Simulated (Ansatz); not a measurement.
Geometry relaxation of Si48C16 (part 1 of 2)

Si48C16 (P1, 64 atoms in the cell), computed with DFT, PBEsol, PAW, plane waves (Ansatz 0.2.0).

The structure was built on a prototype by a generator.

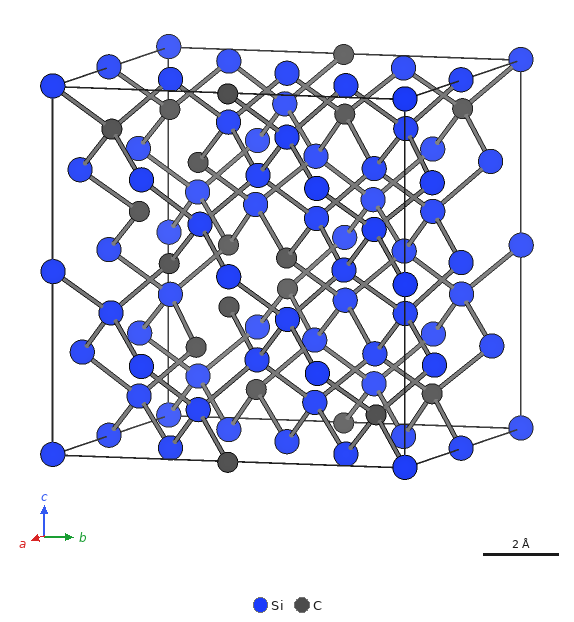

Fig. 1: The structure as given in the input (ball-and-stick view of the cell of the calculation, seen slightly off an axis).

### Results in brief

```tsv
quantity	value
outcome	converged
space group (tolerance 0.01 Å)	P1 (1)
electrons treated	256
free energy	−33756.5389 eV
Fermi energy	8.322 eV
pressure	−0.04 GPa
largest force (length of the vector) at the end	0.025 eV/Å
final cell	a = 9.833 Å, b = 9.833 Å, c = 9.833 Å, α = 90.00°, β = 90.00°, γ = 90.00°
hardware	1 × NVIDIA GB300, 8 threads of Arm Neoverse-V2, shared host
wall time	9.6 s (CPU time 18 s)
peak memory	2 GiB
```

The k-point mesh is coarse for a cell of this size, so the results may not be converged.

### Input file
```yaml
crystal:
  lattice:
    - [9.926086, 0.000000, 0.000000]
    - [0.000000, 9.926086, 0.000000]
    - [0.000000, 0.000000, 9.926086]
  atoms:
    - { symbol: Si, position: [0.000745, 0.001169, 0.001733] }
    - { symbol: Si, position: [0.999773, 0.001697, 0.497797] }
    - { symbol: Si, position: [0.998673, 0.500044, 0.501191] }
    - { symbol: Si, position: [0.503377, 0.996939, 0.000395] }
    - { symbol: Si, position: [0.499737, 0.995596, 0.503829] }
    - { symbol: Si, position: [0.499599, 0.501249, 0.000249] }
    - { symbol: Si, position: [0.124752, 0.125130, 0.125070] }
    - { symbol: Si, position: [0.124813, 0.123900, 0.624714] }
    - { symbol: Si, position: [0.125658, 0.625194, 0.121856] }
    - { symbol: Si, position: [0.122674, 0.621598, 0.621097] }
    - { symbol: Si, position: [0.622789, 0.121823, 0.123939] }
    - { symbol: Si, position: [0.628028, 0.622466, 0.124800] }
    - { symbol: Si, position: [0.625562, 0.626630, 0.623882] }
    - { symbol: Si, position: [0.250875, 0.254181, 0.997870] }
    - { symbol: Si, position: [0.248731, 0.749490, 0.996552] }
    - { symbol: Si, position: [0.252541, 0.752704, 0.499928] }
    - { symbol: Si, position: [0.747085, 0.251929, 0.001106] }
    - { symbol: Si, position: [0.750408, 0.750967, 0.002085] }
    - { symbol: Si, position: [0.750647, 0.745631, 0.501444] }
    - { symbol: Si, position: [0.377261, 0.371868, 0.626359] }
    - { symbol: Si, position: [0.377235, 0.874883, 0.625403] }
    - { symbol: Si, position: [0.875187, 0.372903, 0.122806] }
    - { symbol: Si, position: [0.875330, 0.378046, 0.626174] }
    - { symbol: Si, position: [0.874836, 0.872317, 0.629409] }
    - { symbol: Si, position: [0.248840, 0.000275, 0.250715] }
    - { symbol: Si, position: [0.248545, 0.996656, 0.751441] }
    - { symbol: Si, position: [0.255463, 0.499488, 0.249770] }
    - { symbol: Si, position: [0.249987, 0.501093, 0.748278] }
    - { symbol: Si, position: [0.748317, 0.001863, 0.252281] }
    - { symbol: Si, position: [0.751053, 0.996574, 0.747411] }
    - { symbol: Si, position: [0.749339, 0.498368, 0.248911] }
    - { symbol: Si, position: [0.749247, 0.501302, 0.749686] }
    - { symbol: Si, position: [0.377088, 0.129676, 0.374002] }
    - { symbol: Si, position: [0.373827, 0.625135, 0.375021] }
    - { symbol: Si, position: [0.872873, 0.124451, 0.376360] }
    - { symbol: Si, position: [0.873903, 0.625669, 0.376438] }
    - { symbol: Si, position: [0.872568, 0.623889, 0.870945] }
    - { symbol: Si, position: [0.000703, 0.252833, 0.249263] }
    - { symbol: Si, position: [0.997552, 0.252032, 0.755365] }
    - { symbol: Si, position: [0.996813, 0.751253, 0.247360] }
    - { symbol: Si, position: [0.999581, 0.750279, 0.749748] }
    - { symbol: Si, position: [0.501006, 0.751126, 0.247708] }
    - { symbol: Si, position: [0.502358, 0.749732, 0.750417] }
    - { symbol: Si, position: [0.128369, 0.372628, 0.872974] }
    - { symbol: Si, position: [0.124611, 0.873420, 0.373916] }
    - { symbol: Si, position: [0.623571, 0.375890, 0.876350] }
    - { symbol: Si, position: [0.625420, 0.878465, 0.374828] }
    - { symbol: Si, position: [0.621960, 0.878839, 0.876337] }
    - { symbol: C, position: [0.999628, 0.497649, 0.997568] }
    - { symbol: C, position: [0.500867, 0.500434, 0.498661] }
    - { symbol: C, position: [0.624680, 0.122928, 0.625212] }
    - { symbol: C, position: [0.250499, 0.252978, 0.498712] }
    - { symbol: C, position: [0.755763, 0.251169, 0.502127] }
    - { symbol: C, position: [0.373059, 0.372232, 0.123803] }
    - { symbol: C, position: [0.374167, 0.872257, 0.129908] }
    - { symbol: C, position: [0.874288, 0.877695, 0.126427] }
    - { symbol: C, position: [0.375951, 0.127736, 0.875605] }
    - { symbol: C, position: [0.371606, 0.623080, 0.879931] }
    - { symbol: C, position: [0.871443, 0.126294, 0.875068] }
    - { symbol: C, position: [0.503259, 0.244553, 0.247898] }
    - { symbol: C, position: [0.503310, 0.250236, 0.749762] }
    - { symbol: C, position: [0.127112, 0.379885, 0.371156] }
    - { symbol: C, position: [0.126575, 0.877226, 0.877485] }
    - { symbol: C, position: [0.619048, 0.375827, 0.374302] }
kpoints:
  mp_grid: { grid: [1, 1, 1], shift: [0.5, 0.5, 0.5] }
hamiltonian:
  xc: pbesol
scf:
  occupations: { method: fermi_dirac, width: 0.01 }
relax:
  f_tol: 0.03
  max_steps: 80
  escape_saddle: false
  adjacent_minimum: "off"
  cell: { fix: [shape] }
output:
  forces: true
  eigenvalues: true
  populations: true
```

### Log
```
Pseudopotentials: kind: paw
Functional definition: PBEsol
  exchange = pbesol_x
  correlation = pbesol_c
Crystal: 64 atoms, lattice volume = 977.989 Å³
Basis set: ecut = 420 eV, 19213 PW (Γ), exchange–correlation on 144×144×144 points (8 copies of the dense FFT grid, shifted against one another)
Bands: 192, of which v1, the nominal top of the filled ones, is band 128 counted from 1 (127 counted from 0)
Symmetry: 1 space group operations
Space group: P1 (ITA 1), of the structure as read, at distance tolerance 9.9e-5 Å
k-points: 1
Non-local potential: Si, projectors of the file, l = 0: 2, l = 1: 2, l = 2: 2
Non-local potential: C, projectors of the file, l = 0: 2, l = 1: 2, l = 2: 1
PAW form: soft (Blöchl's): semilocal exchange-correlation on the pseudo side does not see the compensation charge
PAW frozen core: Si, regenerated for the run's functional, and the local potential with it (the file was generated under x = pbe(κ = 0.804, μ = 0.2195149727645171), c = pbe(β = 0.06672455060314922))
PAW frozen core: C, regenerated for the run's functional, and the local potential with it (the file was generated under x = pbe(κ = 0.804, μ = 0.2195149727645171), c = pbe(β = 0.06672455060314922))
PAW one-centre angular grid: Si, 110 points (default); XC on 64 Gauss nodes
PAW one-centre angular grid: C, 110 points (default); XC on 64 Gauss nodes
Initial density: superposition of atomic densities (neutral atoms: chi_scale 0, normalization atom), corrected by the library's trained network
Initial wavefunctions: pseudopotential atomic-orbital guess
Functional: x = pbesol(κ = 0.804, μ = 0.12345679012345678), c = pbesol(β = 0.046)
SCF iter   1: F=—  HF=-33721.429575 eV  |F-HF|=—  |Δ(HF+E_count)|=         —  Δρ=4.54e-3  dr2=4.12e-1  ethr=1.77e-3  ⟨swp⟩=6.0  Hψ=891  notcnv=0  defer=33
preconditioner: auto → Resta (q_TF=auto, 2.182 Å⁻¹)  ε∞=5.9  [insulator: Δε(μ)=1.083 eV  Ē_g=8.604 eV  σ=0.010 eV  W_gap=1.00  n_scr=170 (ndim 8)  ℏωp=19.0 eV  f_vac=0.000  D(μ)=0.00/eV (n_scr^D=0)  ε∞_Penn≈5.9]
SCF iter   2: F=—  HF=-33721.376810 eV  |F-HF|=—  |Δ(HF+E_count)|=   5.28e-2  Δρ=2.07e-3  dr2=8.13e-2  ethr=1.61e-4  ⟨swp⟩=1.0  Hψ=221  notcnv=0  defer=53
SCF iter   3: F=—  HF=-33721.361977 eV  |F-HF|=—  |Δ(HF+E_count)|=   1.48e-2  Δρ=3.91e-4  dr2=1.58e-3  ethr=3.18e-5  ⟨swp⟩=2.0  Hψ=211  notcnv=0  defer=58
SCF iter   4: F=—  HF=-33721.363237 eV  |F-HF|=—  |Δ(HF+E_count)|=   1.26e-3  Δρ=8.80e-5  dr2=1.02e-4  ethr=6.18e-7  ⟨swp⟩=2.0  Hψ=249  notcnv=0  defer=58
SCF iter   5: F=—  HF=-33721.363229 eV  |F-HF|=—  |Δ(HF+E_count)|=   7.84e-6  Δρ=2.20e-5  dr2=6.39e-6  ethr=3.98e-8  ⟨swp⟩=2.0  Hψ=253  notcnv=0  defer=58
SCF iter   6: F=—  HF=-33721.362026 eV  |F-HF|=—  |Δ(HF+E_count)|=   1.20e-3  Δρ=4.57e-6  dr2=2.49e-7  ethr=2.50e-9  ⟨swp⟩=2.0  Hψ=304  notcnv=0  defer=58
SCF iter   7: F=-33721.362026 eV  HF=-33721.362026 eV  |F-HF|=5.89e-10  |Δ(HF+E_count)|=   1.48e-7  Δρ=1.01e-6  dr2=1.52e-8  ethr=3.91e-11  ⟨swp⟩=15.0  Hψ=1310  notcnv=0
SCF 1 converged in 7 iterations: F = -33721.362026 eV  dr2 = 1.52e-8
  greatest PAW one-centre occupation: 0.669 electrons in one spin orbital (limit 2), on the Si atom at site 20 (counted from 0), in its partial waves of l = 0
relax step   1: F+E_penalty+E_count = -33721.36202602 eV  Δ(F+E_penalty+E_count) = +0.000e0 eV  max|allowed force component| = 7.088e0 eV/Å  Δτ_max = 0.0000 Å  P = +8.730 GPa  Ω = 977.989 Å³  fix = [alpha, beta, gamma, b/a, c/a]  reactions: b/a -0.426, c/a +0.457 GPa; alpha +0.811, beta -0.548, gamma +0.631 GPa/rad  (7 SCF iters, dr2 threshold 1.00e-7 eV, accepted)
Crystal: 64 atoms, lattice volume = 992.387 Å³
Basis set: ecut = 420 eV, 19381 PW (Γ), exchange–correlation on 144×144×144 points (8 copies of the dense FFT grid, shifted against one another)
Initial density: handed on by an earlier stage of this run
Initial wavefunctions: those handed on with the density
iter 1 solved again at ethr=1.57e-3 eV; its pass at ethr=3.10e-3 eV (dr2=4.01e0 eV) is discarded
SCF iter   1: F=—  HF=-33742.459217 eV  |F-HF|=—  |Δ(HF+E_count)|=         —  Δρ=1.81e-2  dr2=4.07e0  ethr=1.57e-3  ⟨swp⟩=4.0  Hψ=951  notcnv=0
preconditioner: auto → Resta (q_TF=auto, 2.177 Å⁻¹)  ε∞=5.7  [insulator: Δε(μ)=0.804 eV  Ē_g=8.671 eV  σ=0.010 eV  W_gap=1.00  n_scr=170 (ndim 8)  ℏωp=18.9 eV  f_vac=0.000  D(μ)=0.00/eV (n_scr^D=0)  ε∞_Penn≈5.7]
SCF iter   2: F=—  HF=-33741.740579 eV  |F-HF|=—  |Δ(HF+E_count)|=   7.19e-1  Δρ=8.00e-3  dr2=6.04e-1  ethr=1.57e-3  ⟨swp⟩=2.0  Hψ=227  notcnv=0
SCF iter   3: F=—  HF=-33741.625327 eV  |F-HF|=—  |Δ(HF+E_count)|=   1.15e-1  Δρ=1.49e-3  dr2=1.93e-2  ethr=2.36e-4  ⟨swp⟩=5.0  Hψ=391  notcnv=0
SCF iter   4: F=—  HF=-33741.626470 eV  |F-HF|=—  |Δ(HF+E_count)|=   1.14e-3  Δρ=3.12e-4  dr2=1.26e-3  ethr=7.54e-6  ⟨swp⟩=5.0  Hψ=394  notcnv=0
SCF iter   5: F=—  HF=-33741.626000 eV  |F-HF|=—  |Δ(HF+E_count)|=   4.71e-4  Δρ=7.50e-5  dr2=7.87e-5  ethr=4.93e-7  ⟨swp⟩=2.0  Hψ=320  notcnv=0
SCF iter   6: F=-33741.626020 eV  HF=-33741.626019 eV  |F-HF|=3.62e-7  |Δ(HF+E_count)|=   1.93e-5  Δρ=1.38e-5  dr2=2.37e-6  ethr=2.50e-9  ⟨swp⟩=8.0  Hψ=954  notcnv=0
SCF 2 converged in 6 iterations: F = -33741.626020 eV  dr2 = 2.37e-6
  greatest PAW one-centre occupation: 0.652 electrons in one spin orbital (limit 2), on the Si atom at site 35 (counted from 0), in its partial waves of l = 0
relax step   2: F+E_penalty+E_count = -33741.62601962 eV  Δ(F+E_penalty+E_count) = -2.026e1 eV  max|allowed force component| = 3.353e0 eV/Å  Δτ_max = 0.1947 Å  P = +0.062 GPa  Ω = 992.387 Å³  energy of the carried Pulay correction = -9.238e-3 eV  fix = [alpha, beta, gamma, b/a, c/a]  reactions: b/a +0.019, c/a -0.098 GPa; alpha +0.538, beta -0.277, gamma +0.435 GPa/rad  (6 SCF iters, dr2 threshold
Crystal: 64 atoms, lattice volume = 962.167 Å³
Basis set: ecut = 420 eV, 18853 PW (Γ), exchange–correlation on 144×144×144 points (8 copies of the dense FFT grid, shifted against one another)
iter 1 solved again at ethr=1.67e-3 eV; its pass at ethr=3.10e-3 eV (dr2=4.28e0 eV) is discarded
SCF iter   1: F=—  HF=-33752.303452 eV  |F-HF|=—  |Δ(HF+E_count)|=         —  Δρ=2.00e-2  dr2=4.34e0  ethr=1.67e-3  ⟨swp⟩=3.0  Hψ=956  notcnv=0
preconditioner: auto → Resta (q_TF=auto, 2.188 Å⁻¹)  ε∞=5.6  [insulator: Δε(μ)=0.492 eV  Ē_g=8.922 eV  σ=0.010 eV  W_gap=1.00  n_scr=170 (ndim 8)  ℏωp=19.2 eV  f_vac=0.000  D(μ)=0.00/eV (n_scr^D=0)  ε∞_Penn≈5.6]
relax step   3: F+E_penalty+E_count = -33751.33636460 eV  Δ(F+E_penalty+E_count) = -9.710e0 eV  max|allowed force component| = 1.656e0 eV/Å  Δτ_max = 0.1988 Å  P = +0.291 GPa  Ω = 962.167 Å³  energy of the carried Pulay correction = +1.031e-2 eV  fix = [alpha, beta, gamma, b/a, c/a]  reactions: b/a +0.263, c/a -0.296 GPa; alpha -0.087, beta -0.279, gamma -0.103 GPa/rad  (6 SCF iters, dr2 threshold
Crystal: 64 atoms, lattice volume = 948.187 Å³
Basis set: ecut = 420 eV, 18613 PW (Γ), exchange–correlation on 144×144×144 points (8 copies of the dense FFT grid, shifted against one another)
eigensolver tolerance schedule calibrated: the retry pair's looser diagonalisation under-reported the residual by θ = 0.08 (0.13/decade); ethr = c·dr2/N_el runs at the constant in force after the calibration composes with the one it found (an armed cap, an earlier calibration), c = 5.5e-2
preconditioner: auto → Resta (q_TF=auto, 2.193 Å⁻¹)  ε∞=5.6  [insulator: Δε(μ)=0.213 eV  Ē_g=9.014 eV  σ=0.010 eV  W_gap=1.00  n_scr=170 (ndim 8)  ℏωp=19.3 eV  f_vac=0.000  D(μ)=0.01/eV (n_scr^D=0)  ε∞_Penn≈5.6]
relax step   4: F+E_penalty+E_count = -33754.26054641 eV  Δ(F+E_penalty+E_count) = -2.924e0 eV  max|allowed force component| = 1.015e0 eV/Å  Δτ_max = 0.1950 Å  P = +0.478 GPa  Ω = 948.187 Å³  energy of the carried Pulay correction = +1.956e-2 eV  fix = [alpha, beta, gamma, b/a, c/a]  reactions: b/a +0.209, c/a -0.352 GPa; alpha -0.522, beta +0.033, gamma -0.544 GPa/rad  (6 SCF iters, dr2 threshold
Crystal: 64 atoms, lattice volume = 949.055 Å³
eigensolver tolerance schedule calibrated: the retry pair's looser diagonalisation under-reported the residual by θ = 0.17 (0.23/decade); ethr = c·dr2/N_el runs at the constant in force after the calibration composes with the one it found (an armed cap, an earlier calibration), c = 1.9e-2
preconditioner: auto → Resta (q_TF=auto, 2.193 Å⁻¹)  ε∞=5.6  [insulator: Δε(μ)=0.151 eV  Ē_g=9.005 eV  σ=0.010 eV  W_gap=1.00  n_scr=170 (ndim 8)  ℏωp=19.3 eV  f_vac=0.000  D(μ)=0.21/eV (n_scr^D=0)  ε∞_Penn≈5.6]
relax step   5: F+E_penalty+E_count = -33755.13119861 eV  Δ(F+E_penalty+E_count) = -8.707e-1 eV  max|allowed force component| = 1.029e0 eV/Å  Δτ_max = 0.2000 Å  P = +0.155 GPa  Ω = 949.055 Å³  energy of the carried Pulay correction = +1.898e-2 eV  fix = [alpha, beta, gamma, b/a, c/a]  reactions: b/a -0.157, c/a -0.234 GPa; alpha -0.401, beta +0.662, gamma -0.772 GPa/rad  (6 SCF iters, dr2 threshol
Crystal: 64 atoms, lattice volume = 949.667 Å³
eigensolver tolerance schedule calibrated: the retry pair's looser diagonalisation under-reported the residual by θ = 0.10 (0.16/decade); ethr = c·dr2/N_el runs at the constant in force after the calibration composes with the one it found (an armed cap, an earlier calibration), c = 3.8e-2
preconditioner: auto → Resta (q_TF=auto, 2.193 Å⁻¹)  ε∞=5.6  [insulator: Δε(μ)=0.106 eV  Ē_g=9.017 eV  σ=0.010 eV  W_gap=0.99  n_scr=170 (ndim 8)  ℏωp=19.3 eV  f_vac=0.000  D(μ)=1.94/eV (n_scr^D=0)  ε∞_Penn≈5.6]
relax step   6: F+E_penalty+E_count = -33755.81173291 eV  Δ(F+E_penalty+E_count) = -6.805e-1 eV  max|allowed force component| = 1.172e0 eV/Å  Δτ_max = 0.1950 Å  P = +0.160 GPa  Ω = 949.667 Å³  energy of the carried Pulay correction = +1.858e-2 eV  fix = [alpha, beta, gamma, b/a, c/a]  reactions: b/a -0.519, c/a -0.098 GPa; alpha -0.439, beta +1.142, gamma -0.600 GPa/rad  (6 SCF iters, dr2 threshol
Crystal: 64 atoms, lattice volume = 950.807 Å³
eigensolver tolerance schedule calibrated: the retry pair's looser diagonalisation under-reported the residual by θ = 0.10 (0.11/decade); ethr = c·dr2/N_el runs at the constant in force after the calibration composes with the one it found (an armed cap, an earlier calibration), c = 7.9e-2
preconditioner: auto → Resta (q_TF=auto, 2.192 Å⁻¹)  ε∞=5.6  [insulator: Δε(μ)=0.089 eV  Ē_g=9.014 eV  σ=0.010 eV  W_gap=0.98  n_scr=170 (ndim 8)  ℏωp=19.3 eV  f_vac=0.000  D(μ)=4.48/eV (n_scr^D=18)  ε∞_Penn≈5.6]
relax step   7: F+E_penalty+E_count = -33756.24975837 eV  Δ(F+E_penalty+E_count) = -4.380e-1 eV  max|allowed force component| = 4.036e-1 eV/Å  Δτ_max = 0.2000 Å  P = -0.004 GPa  Ω = 950.807 Å³  energy of the carried Pulay correction = +1.782e-2 eV  fix = [alpha, beta, gamma, b/a, c/a]  reactions: b/a -0.909, c/a +0.155 GPa; alpha -0.561, beta +1.354, gamma -0.499 GPa/rad  (6 SCF iters, dr2 thresho
Crystal: 64 atoms, lattice volume = 951.717 Å³
Basis set: ecut = 420 eV, 18805 PW (Γ), exchange–correlation on 144×144×144 points (8 copies of the dense FFT grid, shifted against one another)
preconditioner: auto → Resta (q_TF=auto, 2.192 Å⁻¹)  ε∞=5.6  [insulator: Δε(μ)=0.191 eV  Ē_g=9.014 eV  σ=0.010 eV  W_gap=1.00  n_scr=170 (ndim 8)  ℏωp=19.3 eV  f_vac=0.000  D(μ)=0.03/eV (n_scr^D=0)  ε∞_Penn≈5.6]
relax step   8: F+E_penalty+E_count = -33756.45606653 eV  Δ(F+E_penalty+E_count) = -2.063e-1 eV  max|allowed force component| = 2.848e-1 eV/Å  Δτ_max = 0.2000 Å  P = -0.022 GPa  Ω = 951.717 Å³  energy of the carried Pulay correction = +1.721e-2 eV  fix = [alpha, beta, gamma, b/a, c/a]  reactions: b/a -1.146, c/a +0.205 GPa; alpha -0.849, beta +1.572, gamma -0.818 GPa/rad  (7 SCF iters, dr2 thresho
Crystal: 64 atoms, lattice volume = 952.468 Å³
preconditioner: auto → Resta (q_TF=auto, 2.192 Å⁻¹)  ε∞=5.6  [insulator: Δε(μ)=0.236 eV  Ē_g=9.007 eV  σ=0.010 eV  W_gap=1.00  n_scr=170 (ndim 8)  ℏωp=19.3 eV  f_vac=0.000  D(μ)=0.00/eV (n_scr^D=0)  ε∞_Penn≈5.6]
relax step   9: F+E_penalty+E_count = -33756.50741166 eV  Δ(F+E_penalty+E_count) = -5.135e-2 eV  max|allowed force component| = 2.890e-1 eV/Å  Δτ_max = 0.1317 Å  P = -0.134 GPa  Ω = 952.468 Å³  energy of the carried Pulay correction = +1.671e-2 eV  fix = [alpha, beta, gamma, b/a, c/a]  reactions: b/a -1.232, c/a +0.123 GPa; alpha -0.751, beta +1.773, gamma -1.007 GPa/rad  (6 SCF iters, dr2 thresho
Crystal: 64 atoms, lattice volume = 951.386 Å³
preconditioner: auto → Resta (q_TF=auto, 2.192 Å⁻¹)  ε∞=5.6  [insulator: Δε(μ)=0.205 eV  Ē_g=9.009 eV  σ=0.010 eV  W_gap=1.00  n_scr=170 (ndim 8)  ℏωp=19.3 eV  f_vac=0.000  D(μ)=0.01/eV (n_scr^D=0)  ε∞_Penn≈5.6]
relax step  10: F+E_penalty+E_count = -33756.50831431 eV  Δ(F+E_penalty+E_count) = -9.027e-4 eV  max|allowed force component| = 3.148e-1 eV/Å  Δτ_max = 0.1584 Å  P = -0.034 GPa  Ω = 951.386 Å³  energy of the carried Pulay correction = +1.743e-2 eV  fix = [alpha, beta, gamma, b/a, c/a]  reactions: b/a -1.314, c/a +0.101 GPa; alpha -0.579, beta +1.632, gamma -0.736 GPa/rad  (6 SCF iters, dr2 thresho
Crystal: 64 atoms, lattice volume = 950.340 Å³
preconditioner: auto → Resta (q_TF=auto, 2.193 Å⁻¹)  ε∞=5.6  [insulator: Δε(μ)=0.215 eV  Ē_g=9.013 eV  σ=0.010 eV  W_gap=1.00  n_scr=170 (ndim 8)  ℏωp=19.3 eV  f_vac=0.000  D(μ)=0.01/eV (n_scr^D=0)  ε∞_Penn≈5.6]
relax step  11: F+E_penalty+E_count = -33756.55993999 eV  Δ(F+E_penalty+E_count) = -5.163e-2 eV  max|allowed force component| = 5.238e-2 eV/Å  Δτ_max = 0.0527 Å  P = +0.064 GPa  Ω = 950.340 Å³  energy of the carried Pulay correction = +1.813e-2 eV  fix = [alpha, beta, gamma, b/a, c/a]  reactions: b/a -1.346, c/a +0.150 GPa; alpha -0.745, beta +1.701, gamma -0.859 GPa/rad  (6 SCF iters, dr2 thresho
Crystal: 64 atoms, lattice volume = 950.839 Å³
SCF iter   1: F=—  HF=-33756.562130 eV  |F-HF|=—  |Δ(HF+E_count)|=         —  Δρ=4.66e-4  dr2=2.09e-3  ethr=7.65e-7  ⟨swp⟩=8.0  Hψ=834  notcnv=0
preconditioner: auto → Resta (q_TF=auto, 2.192 Å⁻¹)  ε∞=5.6  [insulator: Δε(μ)=0.216 eV  Ē_g=9.009 eV  σ=0.010 eV  W_gap=1.00  n_scr=170 (ndim 8)  ℏωp=19.3 eV  f_vac=0.000  D(μ)=0.01/eV (n_scr^D=0)  ε∞_Penn≈5.6]
SCF iter   2: F=—  HF=-33756.560642 eV  |F-HF|=—  |Δ(HF+E_count)|=   1.49e-3  Δρ=2.42e-4  dr2=4.81e-4  ethr=7.65e-7  ⟨swp⟩=1.0  Hψ=192  notcnv=0
SCF iter   3: F=—  HF=-33756.561649 eV  |F-HF|=—  |Δ(HF+E_count)|=   1.01e-3  Δρ=2.66e-5  dr2=5.90e-6  ethr=1.88e-7  ⟨swp⟩=3.0  Hψ=320  notcnv=0
SCF iter   4: F=—  HF=-33756.561163 eV  |F-HF|=—  |Δ(HF+E_count)|=   4.86e-4  Δρ=5.77e-6  dr2=3.20e-7  ethr=2.30e-9  ⟨swp⟩=2.0  Hψ=262  notcnv=0
iter 5 did not close the SCF: its close was put off for the readings that it lacked (scf_convergence_deferred on its scf_iter line)
SCF iter   5: F=-33756.561163 eV  HF=-33756.561163 eV  |F-HF|=2.84e-10  |Δ(HF+E_count)|=   2.98e-8  Δρ=1.30e-6  dr2=1.91e-8  ethr=1.25e-10  ⟨swp⟩=2.0  Hψ=319  notcnv=0
SCF iter   6: F=-33756.561163 eV  HF=-33756.561163 eV  |F-HF|=2.47e-10  |Δ(HF+E_count)|=   4.60e-9  Δρ=3.44e-7  dr2=1.41e-9  ethr=7.48e-12  ⟨swp⟩=8.0  Hψ=787  notcnv=0
SCF 12 converged in 6 iterations: F = -33756.561163 eV  dr2 = 1.41e-9
  greatest PAW one-centre occupation: 0.651 electrons in one spin orbital (limit 2), on the C atom at site 56 (counted from 0), in its partial waves of l = 0
```
